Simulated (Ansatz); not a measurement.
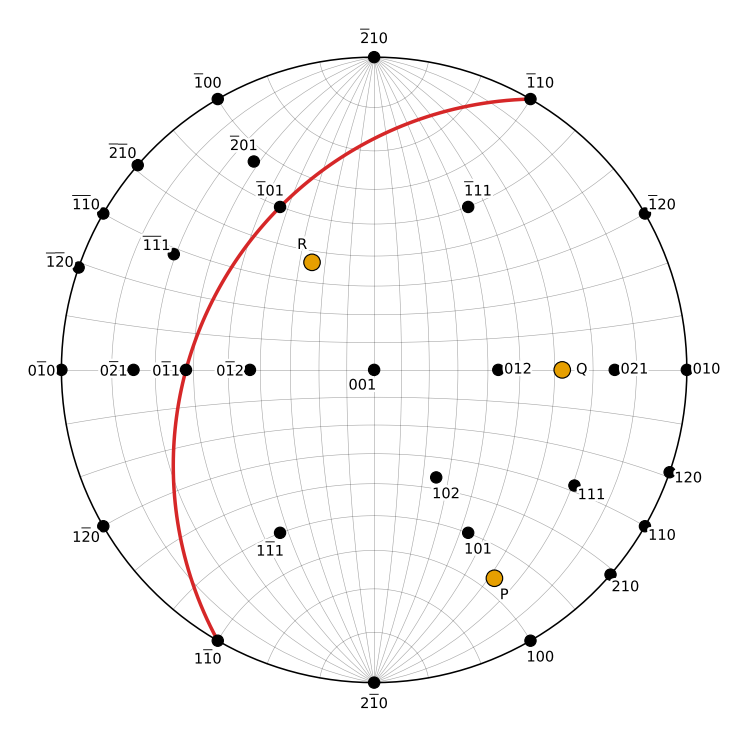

For Na, the end point of a relaxation with Ansatz 0.2.0, DFT, PBE, plane waves (420 eV) with PAW, scalar-relativistic; the starting structure was generated, so it need not be a known form of this composition: stereographic projection of plane normals (upper hemisphere) centred on (0 0 1). Geometry calculated from the standardised cell; symmetry tolerance 0.002 Å.

a = 3.745 Å, b = 3.745 Å, c = 6.114 Å, α = 90.00°, β = 90.00°, γ = 120.00°.

### Index the poles marked P, Q, R.

P is (2 0 1), in four indices (2 0 −2 1), 75.1° from the centre; Q is (0 1 1), in four indices (0 1 −1 1), 62.1° from the centre; R is (−1 0 2), in four indices (−1 0 1 2), 43.3° from the centre.

### Which zone does the coloured great circle trace?

The zone [1 1 1]: its poles satisfy h + k + l = 0.

### What is the angle between the normals of (−2 −1 0) and (−1 2 0), and what are their d_hkl = 1/|g|?

109.1°; d = 1.226 Å and 1.872 Å.
